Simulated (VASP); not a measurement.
**LiH: cell size against the level of theory**

Aim: relax LiH at several levels and hold each cell against experiment. The levels: PBE, LDA, r2SCAN and PBE + D3(BJ). LASPH is on for some levels and off for others; the table marks which. The start is a cell from a database of measured crystal structures.

Main program and level: VASP 6.6.1; PBE; plane waves and PAW (Li_sv, H), in the first sound run; inputs show where later runs differ.

The database entry behind the starting cell differs from later determinations by our own check (the deuteride, about 0.2 % short), so it need not match the best structure at ambient conditions.

## Step 1: Starting point

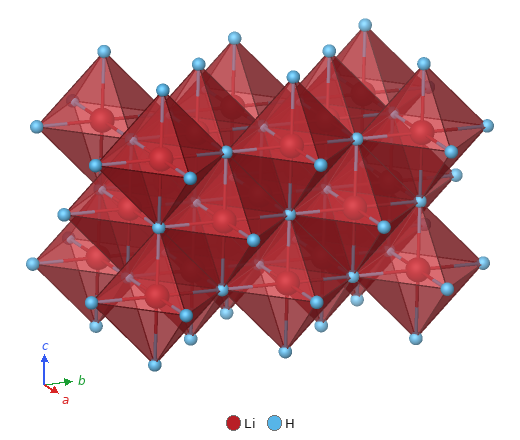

The cell as given, slightly off an axis (lithium red, hydrogen blue). 1×2×1 cells are drawn. This picture shows the conventional cell, with its axes. Some periodic images of atoms are drawn too.

Coordinates:

```cif
data_structure
_symmetry_space_group_name_H-M 'P 1'
_symmetry_Int_Tables_number 1
_cell_length_a 2.8804
_cell_length_b 2.8804
_cell_length_c 2.8804
_cell_angle_alpha 60.000
_cell_angle_beta 60.000
_cell_angle_gamma 60.000
_cell_volume 16.90
loop_
_atom_site_label
_atom_site_type_symbol
_atom_site_fract_x
_atom_site_fract_y
_atom_site_fract_z
_atom_site_occupancy
Li1 Li 0.00000 0.00000 0.00000 1
H2 H 0.50000 0.50000 0.50000 1
```

## Step 2: Relaxation with PBE

Properties are meant for the cell that this level of theory prefers, so cell and atoms are relaxed first (ISIF = 3) until forces and stress are small; EDIFFG sets the threshold. PBE, the usual starting point, adds the gradient of the density.

Input file INCAR:

```
SYSTEM = LiH
PREC = Accurate
ENCUT = 700
EDIFF = 1E-06
NELM = 100
ISMEAR = -1
SIGMA = 0.05
LREAL = .FALSE.
ALGO = Normal
GGA = PE
NBANDS = 8
LORBIT = 11
LWAVE = .FALSE.
LCHARG = .FALSE.
KPAR = 2
IBRION = 2
NSW = 60
ISIF = 3
EDIFFG = -0.01
```

Input file POSCAR:

```
LiH
1.0
    0.0000000000      2.0367500000      2.0367500000
    2.0367500000      0.0000000000      2.0367500000
    2.0367500000      2.0367500000      0.0000000000
Li H
1 1
Direct
    0.0000000000      0.0000000000      0.0000000000
    0.5000000000      0.5000000000      0.5000000000
```

Input file KPOINTS:

```
Automatic mesh
0
Gamma
8 8 8
0 0 0
```

PAW data sets: Li_sv and H (PBE family, release 64).

Run with:

```sh
$ mpirun -np 2 vasp_std
```

What it wrote:

```text
[banner, memory and clock lines left out]
running    2 mpi-ranks, on    1 nodes
 distrk:  each k-point on    1 cores,    2 groups
 distr:  one band on    1 cores,    1 groups

 POSCAR found type information on POSCAR LiH
 POSCAR found :  2 types and       2 ions
 LDA part: xc-table for (Slater+PW92), standard interpolation
 POSCAR, INCAR and KPOINTS ok, starting setup
 FFT: planning ... GRIDC
 FFT: planning ... GRID_SOFT
 FFT: planning ... GRID
 WAVECAR not read
 entering main loop
       N       E                     dE             d eps       ncg     rms          rms(c)
DAV:   1    -0.185099923768E+01   -0.18510E+01   -0.17097E+03   464   0.537E+02
DAV:   2    -0.631410602293E+01   -0.44631E+01   -0.44631E+01   672   0.526E+01
DAV:   3    -0.636280213246E+01   -0.48696E-01   -0.48696E-01   568   0.577E+00
DAV:   4    -0.636303583228E+01   -0.23370E-03   -0.23370E-03   736   0.342E-01
DAV:   5    -0.636303593399E+01   -0.10171E-06   -0.10171E-06   584   0.692E-03    0.286E+00
DAV:   6    -0.618037682523E+01    0.18266E+00   -0.16135E-01   512   0.136E+00    0.142E+00
DAV:   7    -0.612053313014E+01    0.59844E-01   -0.20184E-01   528   0.173E+00    0.217E-01
DAV:   8    -0.612242909839E+01   -0.18960E-02   -0.45309E-03   544   0.485E-01    0.391E-02
DAV:   9    -0.612239077803E+01    0.38320E-04   -0.14595E-04   656   0.529E-02    0.788E-03
DAV:  10    -0.612238905945E+01    0.17186E-05   -0.44861E-06   560   0.165E-02    0.221E-03
DAV:  11    -0.612238879255E+01    0.26690E-06   -0.19149E-07   448   0.226E-03
   1 F= -.61223888E+01 E0= -.61223888E+01  d E =-.612239E+01
 curvature:   0.00 expect dE= 0.000E+00 dE for cont linesearch  0.000E+00
 trial: gam= 0.00000 g(F)=  0.304E-63 g(S)=  0.283E-02 ort = 0.000E+00 (trialstep = 0.100E+01)
 search vector abs. value=  0.283E-02
 bond charge predicted
       N       E                     dE             d eps       ncg     rms          rms(c)
DAV:   1    -0.612545875580E+01   -0.30697E-02   -0.18173E-02   544   0.991E-01    0.271E-01
DAV:   2    -0.612508401265E+01    0.37474E-03   -0.49103E-04   520   0.198E-01    0.161E-01
DAV:   3    -0.612486770734E+01    0.21631E-03   -0.35040E-04   768   0.934E-02    0.123E-02
DAV:   4    -0.612486524464E+01    0.24627E-05   -0.34679E-06   496   0.197E-02    0.335E-03
DAV:   5    -0.612486572139E+01   -0.47675E-06   -0.18759E-06   488   0.911E-03
   2 F= -.61248657E+01 E0= -.61248657E+01  d E =-.247693E-02
 trial-energy change:   -0.002477  1 .order   -0.002473   -0.002831   -0.002115
 step:   3.9523(harm=  3.9523)  dis= 0.00000  next Energy=    -6.127984 (dE=-0.560E-02)
 bond charge predicted
       N       E                     dE             d eps       ncg     rms          rms(c)
DAV:   1    -0.613317906314E+01   -0.83138E-02   -0.16625E-01   544   0.307E+00    0.813E-01
DAV:   2    -0.612980114409E+01    0.33779E-02   -0.46303E-03   504   0.631E-01    0.483E-01
DAV:   3    -0.612793921371E+01    0.18619E-02   -0.31354E-03   752   0.285E-01    0.372E-02
DAV:   4    -0.612792370545E+01    0.15508E-04   -0.35015E-05   520   0.625E-02    0.842E-03
DAV:   5    -0.612792412769E+01   -0.42224E-06   -0.16173E-05   664   0.273E-02    0.246E-03
DAV:   6    -0.612792367768E+01    0.45001E-06   -0.41112E-07   272   0.617E-03
   3 F= -.61279237E+01 E0= -.61279237E+01  d E =-.553489E-02
 curvature:  -1.98 expect dE=-0.610E-05 dE for cont linesearch -0.610E-05
 trial: gam= 0.00000 g(F)=  0.566E-62 g(S)=  0.309E-05 ort =-0.935E-04 (trialstep = 0.159E+01)
 search vector abs. value=  0.309E-05
 reached required accuracy - stopping structural energy minimisation
```

Wall time 7.2 s (2 MPI ranks of AMD EPYC 9R14 (Zen 4), shared host); peak memory 0.23 GiB; 13 s of CPU time.

The logs omit lines about the potential files and the build; timing stands in the text.

From OUTCAR (step 2):

```text
ion  position               nearest neighbor table
   1  0.000  0.000  0.000-
   2  0.500  0.500  0.500-

  LATTYP: Found a face centered cubic cell.
 ALAT       =     4.0735000000

 Subroutine GETGRP returns: Found 48 space group operations
 (whereof 48 operations were pure point group operations)

The static configuration has the point symmetry O_h .

 Found     29 irreducible k-points:

   k-points           NKPTS =     29   k-points in BZ     NKDIM =     29   number of bands    NBANDS=      8

   dimension x,y,z NGX =    28 NGY =   28 NGZ =   28
   dimension x,y,z NGXF=    56 NGYF=   56 NGZF=   56

   ENCUT  =  700.0 eV  51.45 Ry    7.17 a.u.   6.21  6.21  6.21*2*pi/ulx,y,z

   NELECT =       4.0000    total number of electrons

 k-points in reciprocal lattice and weights: Automatic mesh
   0.00000000  0.00000000  0.00000000       0.002
   0.12500000  0.00000000  0.00000000       0.016
   0.25000000  0.00000000  0.00000000       0.016
   0.37500000  0.00000000  0.00000000       0.016
   0.50000000  0.00000000  0.00000000       0.008
   0.12500000  0.12500000  0.00000000       0.012
   0.25000000  0.12500000  0.00000000       0.047
   0.37500000  0.12500000  0.00000000       0.047
   0.50000000  0.12500000  0.00000000       0.047
[...]
-0.37500000  0.50000000  0.12500000       0.023
  -0.25000000  0.50000000  0.25000000       0.012

 average (electrostatic) potential at core
       1 -63.1838       2 -33.9387

 E-fermi :   1.3003

 k-point     1 :       0.0000    0.0000    0.0000
  band No.  band energies     occupation
      1     -44.1432      2.00000
      2      -5.3439      2.00000
      3      16.3251      0.00000
      4      18.1130      0.00000
      5      18.1130      0.00000
      6      18.1130      0.00000
      7      22.8449      0.00000
    ...

 k-point     2 :       0.1250    0.0000    0.0000
  band No.  band energies     occupation
      1     -44.1362      2.00000
      2      -5.0670      2.00000
      3      14.0754      0.00000
      4      16.7851      0.00000
      5      17.5565      0.00000
      6      17.5565      0.00000
      7      22.3870      0.00000
    ...

 k-point     3 :       0.2500    0.0000    0.0000
  band No.  band energies     occupation
      1     -44.1193      2.00000
      2      -4.2741      2.00000
      3       9.8988      0.00000
      4      15.2825      0.00000
      5      16.8557      0.00000
      6      16.8557      0.00000
      7      22.3991      0.00000
    ...

  Total        0.0065314      0.0065314      0.0065314      0.0000000      0.0000000     -0.0000000
  in kB        0.6556560      0.6556560      0.6556560      0.0000000      0.0000000     -0.0000000
  external PRESSURE =       0.6556560 kB  Pullay stress =       0.0000000 kB

  energy-cutoff  :      700.00
  volume of cell :       15.96
      direct lattice vectors                 reciprocal lattice vectors
     0.000000000  1.998341032  1.998341032    -0.250207543  0.250207543  0.250207543
     1.998341032  0.000000000  1.998341032     0.250207543 -0.250207543  0.250207543
     1.998341032  1.998341032  0.000000000     0.250207543  0.250207543 -0.250207543

 POSITION                                       TOTAL-FORCE (eV/Angst)
 -----------------------------------------------------------------------------------
      0.00000      0.00000      0.00000         0.000000     -0.000000      0.000000
      1.99834      1.99834      1.99834        -0.000000      0.000000     -0.000000
 -----------------------------------------------------------------------------------
    total drift:                                0.000000      0.000000      0.000000

  FREE ENERGIE OF THE ION-ELECTRON SYSTEM (eV)
  ---------------------------------------------------
  free  energy   TOTEN  =        -6.1279236777 eV

  energy  without entropy=       -6.1279236777  energy(sigma->0) =       -6.12792368

 reached required accuracy - stopping structural energy minimisation

 total charge
# of ion       s       p       d       tot
------------------------------------------
    1        2.022   0.060   0.000   2.082
    2        0.545   0.002   0.000   0.547
--------------------------------------------------
tot          2.567   0.062   0.000   2.629

[... 3 further parts left out ...]
```

CONTCAR:

```
LiH
   1.00000000000000
     0.0000000000000000    1.9983410316225156    1.9983410316225156
     1.9983410316225156    0.0000000000000000    1.9983410316225156
     1.9983410316225156    1.9983410316225156    0.0000000000000000
  Li              H
     1     1
Direct
     0.0000000000000000    0.0000000000000000    0.0000000000000000
     0.5000000000000000    0.5000000000000000    0.5000000000000000
```

The gap is read on the k-mesh alone, so it is an upper bound where the band edges lie off the mesh. The run keeps the 48 symmetry operations of its start, so it cannot find a distortion of lower symmetry.

Step by step:

```
step  energy less that of the first step (eV)  largest force (eV/Å)  pressure (GPa)  volume (Å³)
   1                                   0.0000                0.0000           -1.88        16.90
   2                                  -0.0025                0.0000           -1.42        16.66
   3                                  -0.0055                0.0000            0.07        15.96
```

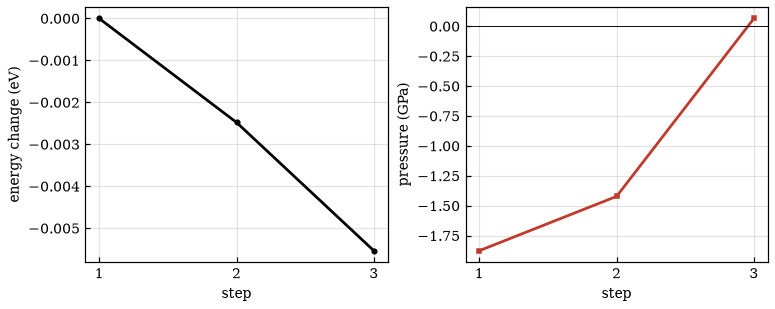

Energy and pressure along the relaxation.

```
conventional cell, symmetrised  before  after  change
                         a (Å)   4.074  3.997  -1.9 %
                         b (Å)   4.074  3.997  -1.9 %
                         c (Å)   4.074  3.997  -1.9 %
              volume (Å³/atom)    8.45   7.98  -5.6 %
```

Final coordinates:

```
Li H
1.0
     0.00000    1.99834    1.99834
     1.99834    0.00000    1.99834
     1.99834    1.99834    0.00000
Li H
1 1
Direct
  0.00000 0.00000 0.00000
  0.50000 0.50000 0.50000
```

This step gave:

| Quantity | Value |
| --- | --- |
| electrons | 4 |
| bands | 8 |
| irreducible k-points | 29 |
| symmetry operations | 48 |
| free energy (TOTEN) | -6.128 eV |
| Fermi energy | 1.300 eV |
| pressure | 0.06557 GPa |
| metallic | no |
| valence top at k | 0.5, 0.5, 0 |
| conduction bottom at k | 0.5, 0.5, 0 |
| least direct gap at k | 0.5, 0.5, 0 |
| SCF cycles over all ionic steps | 22 |
| gap on the k-mesh | 2.975 eV |
| least direct gap on the k-mesh | 2.975 eV |

It ends with forces that vanish by symmetry and a pressure of 0.07 GPa. The volume lies -5.6 % from that of the database's start, which holds the thermal and zero-point expansion of its experiment. The conventional cell has a = 3.997 Å. Against its usual tendency, PBE gives a cell smaller than the listed one.

## Step 3: Relaxation with LDA

This step: LDA; plane waves and PAW (Li_sv, H) (VASP 6.6.1).

LDA, the lowest rung, knows the local density alone.

INCAR, as its differences from that of step 2:

```diff
@@ -9,3 +9,3 @@
 ALGO = Normal
-GGA = PE
+GGA = CA
 NBANDS = 8
```

POSCAR is that of step 2.

KPOINTS is that of step 2.

Run with:

```sh
$ mpirun -np 2 vasp_std
```

What it wrote:

```text
[banner, memory and clock lines left out]
running    2 mpi-ranks, on    1 nodes
 distrk:  each k-point on    1 cores,    2 groups
 distr:  one band on    1 cores,    1 groups

 POSCAR found type information on POSCAR LiH
 POSCAR found :  2 types and       2 ions
|                                                                             |
|               ----> ADVICE to this user running VASP <----                  |
|                                                                             |
|     You enforced a specific xc type in the INCAR file but a different       |
|     [... a line on the potential file left out ...]
|     I HOPE YOU KNOW WHAT YOU ARE DOING!                                     |
|                                                                             |

 LDA part: xc-table for (Slater(with rela. corr.)+CA(PZ))
 , standard interpolation
 POSCAR, INCAR and KPOINTS ok, starting setup
 FFT: planning ... GRIDC
 FFT: planning ... GRID_SOFT
 FFT: planning ... GRID
 WAVECAR not read
 entering main loop
       N       E                     dE             d eps       ncg     rms          rms(c)
DAV:   1    -0.225069979258E+01   -0.22507E+01   -0.17012E+03   464   0.536E+02
DAV:   2    -0.645212631865E+01   -0.42014E+01   -0.42014E+01   664   0.503E+01
DAV:   3    -0.649677134008E+01   -0.44645E-01   -0.44645E-01   560   0.543E+00
DAV:   4    -0.649700893759E+01   -0.23760E-03   -0.23760E-03   736   0.343E-01
DAV:   5    -0.649700926246E+01   -0.32487E-06   -0.32487E-06   568   0.844E-03    0.265E+00
DAV:   6    -0.633038352138E+01    0.16663E+00   -0.16254E-01   544   0.133E+00    0.130E+00
DAV:   7    -0.627703939519E+01    0.53344E-01   -0.18047E-01   592   0.157E+00    0.193E-01
DAV:   8    -0.627778437280E+01   -0.74498E-03   -0.35230E-03   528   0.484E-01    0.345E-02
DAV:   9    -0.627774938638E+01    0.34986E-04   -0.14473E-04   664   0.488E-02    0.102E-02
DAV:  10    -0.627774865042E+01    0.73596E-06   -0.33085E-06   600   0.152E-02
   1 F= -.62777487E+01 E0= -.62777487E+01  d E =-.627775E+01
 curvature:   0.00 expect dE= 0.000E+00 dE for cont linesearch  0.000E+00
 trial: gam= 0.00000 g(F)=  0.165E-62 g(S)=  0.135E-01 ort = 0.000E+00 (trialstep = 0.100E+01)
 search vector abs. value=  0.135E-01
 bond charge predicted
       N       E                     dE             d eps       ncg     rms          rms(c)
DAV:   1    -0.629279812622E+01   -0.15049E-01   -0.88199E-02   552   0.213E+00    0.604E-01
DAV:   2    -0.629074891676E+01    0.20492E-02   -0.14390E-03   608   0.355E-01    0.350E-01
DAV:   3    -0.628973533561E+01    0.10136E-02   -0.17110E-03   712   0.207E-01    0.169E-02
DAV:   4    -0.628973259961E+01    0.27360E-05   -0.20818E-05   520   0.503E-02    0.443E-03
DAV:   5    -0.628973278752E+01   -0.18791E-06   -0.53414E-06   560   0.171E-02
   2 F= -.62897328E+01 E0= -.62897328E+01  d E =-.119841E-01
[...]
3 F= -.63041182E+01 E0= -.63041182E+01  d E =-.263696E-01
 curvature:  -1.88 expect dE=-0.820E-03 dE for cont linesearch -0.820E-03
 ZBRENT: extrapolating
 opt :   3.8615  next Energy=    -6.304942 (dE=-0.272E-01)
 bond charge predicted
       N       E                     dE             d eps       ncg     rms          rms(c)
DAV:   1    -0.630639966884E+01   -0.22815E-02   -0.44217E-02   512   0.153E+00    0.419E-01
DAV:   2    -0.630542680313E+01    0.97287E-03   -0.81951E-04   600   0.281E-01    0.243E-01
DAV:   3    -0.630494187887E+01    0.48492E-03   -0.83051E-04   704   0.150E-01    0.125E-02
DAV:   4    -0.630494074495E+01    0.11339E-05   -0.11533E-05   504   0.374E-02    0.448E-03
DAV:   5    -0.630494089724E+01   -0.15229E-06   -0.23587E-06   552   0.133E-02
   4 F= -.63049409E+01 E0= -.63049409E+01  d E =-.271922E-01
 curvature:  -1.89 expect dE=-0.309E-05 dE for cont linesearch -0.309E-05
 trial: gam= 0.00000 g(F)=  0.195E-59 g(S)=  0.164E-05 ort =-0.149E-03 (trialstep = 0.157E+01)
 search vector abs. value=  0.164E-05
 reached required accuracy - stopping structural energy minimisation
```

The job ended after 7.6 s (2 MPI ranks; peak memory 0.21 GiB; 14 s of CPU time).

From OUTCAR (step 3):

```text
The static configuration has the point symmetry O_h .

 Found     29 irreducible k-points:

   NELECT =       4.0000    total number of electrons

 E-fermi :   1.5441

 k-point     1 :       0.0000    0.0000    0.0000
  band No.  band energies     occupation
      1     -42.8280      2.00000
      2      -5.4056      2.00000
      3      17.5638      0.00000
      4      18.4593      0.00000
      5      18.4593      0.00000
      6      18.4593      0.00000
      7      23.6167      0.00000
    ...

 k-point     2 :       0.1250    0.0000    0.0000
  band No.  band energies     occupation
      1     -42.8177      2.00000
      2      -5.1273      2.00000
      3      14.7410      0.00000
      4      17.5974      0.00000
      5      17.9038      0.00000
      6      17.9038      0.00000
      7      23.0740      0.00000
    ...

  Total        0.0047560      0.0047560      0.0047560      0.0000000      0.0000000     -0.0000000
  in kB        0.5101533      0.5101533      0.5101533      0.0000000      0.0000000     -0.0000000
  external PRESSURE =       0.5101533 kB  Pullay stress =       0.0000000 kB

  energy-cutoff  :      700.00
  volume of cell :       14.94
      direct lattice vectors                 reciprocal lattice vectors
     0.000000000  1.954668941  1.954668941    -0.255797792  0.255797792  0.255797792
     1.954668941  0.000000000  1.954668941     0.255797792 -0.255797792  0.255797792
     1.954668941  1.954668941 -0.000000000     0.255797792  0.255797792 -0.255797792

 POSITION                                       TOTAL-FORCE (eV/Angst)
 -----------------------------------------------------------------------------------
      1.95467      3.90934      1.95467        -0.000000      0.000000      0.000000
      1.95467      1.95467      1.95467         0.000000     -0.000000     -0.000000
 -----------------------------------------------------------------------------------
    total drift:                                0.000000      0.000000      0.000000

  FREE ENERGIE OF THE ION-ELECTRON SYSTEM (eV)
  ---------------------------------------------------
  free  energy   TOTEN  =        -6.3049408972 eV

  energy  without entropy=       -6.3049408972  energy(sigma->0) =       -6.30494090

 total charge
# of ion       s       p       d       tot
------------------------------------------
    1        2.027   0.093   0.000   2.120
    2        0.532   0.002   0.000   0.535
--------------------------------------------------
tot          2.559   0.095   0.000   2.654

[... 8 parts as in an earlier step ...]

[... 5 further parts left out ...]
```

The PAW data sets were made with PBE, though LDA sets exist; this is a small mismatch. After so large a change of volume the plane waves of the start cell no longer fit, so the final stress carries a basis-set error.

The steps of the relaxation:

```
step  energy less that of the first step (eV)  largest force (eV/Å)  pressure (GPa)  volume (Å³)
   1                                   0.0000                0.0000           -4.10        16.90
   2                                  -0.0120                0.0000           -3.21        16.37
   3                                  -0.0264                0.0000           -0.81        15.27
   4                                  -0.0272                0.0000            0.05        14.94
```

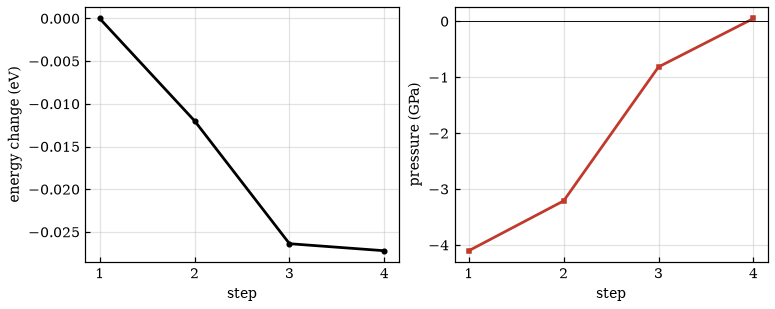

Energy and pressure along the relaxation.

```
conventional cell, symmetrised  before  after   change
                         a (Å)   4.074  3.909   -4.0 %
                         b (Å)   4.074  3.909   -4.0 %
                         c (Å)   4.074  3.909   -4.0 %
              volume (Å³/atom)    8.45   7.47  -11.6 %
```

Final coordinates:

```
Li H
1.0
     0.00000    1.95467    1.95467
     1.95467    0.00000    1.95467
     1.95467    1.95467    0.00000
Li H
1 1
Direct
  0.00000 0.00000 0.00000
  0.50000 0.50000 0.50000
```

This step gave:

| Property | Result |
| --- | --- |
| free energy (TOTEN) | -6.305 eV |
| Fermi energy | 1.544 eV |
| pressure | 0.05102 GPa |
| SCF cycles over all ionic steps | 26 |
| gap on the k-mesh | 2.532 eV |
| least direct gap on the k-mesh | 2.532 eV |

It ends at 7.468 Å³/atom, -11.6 % from the start, with 0.05 GPa left. The conventional cell has a = 3.909 Å.

(Part 1 of 2 ends here.)

[Lines on the potential files, build, host, timing and source positions are cut from VASP's logs without a mark.]

[Logs are printed without paths, hosts, clocks, repeated set-up lines and the standing remarks that a program may print on its own settings, such as how far it seeks lower states.]

[Hosts, paths, dates, database ids (printed as entryN), source tags and the programs' standing remarks are cut or masked in the printed files.]

[A measured line is paired with the nearest computed mode of its activity, which favours agreement.]
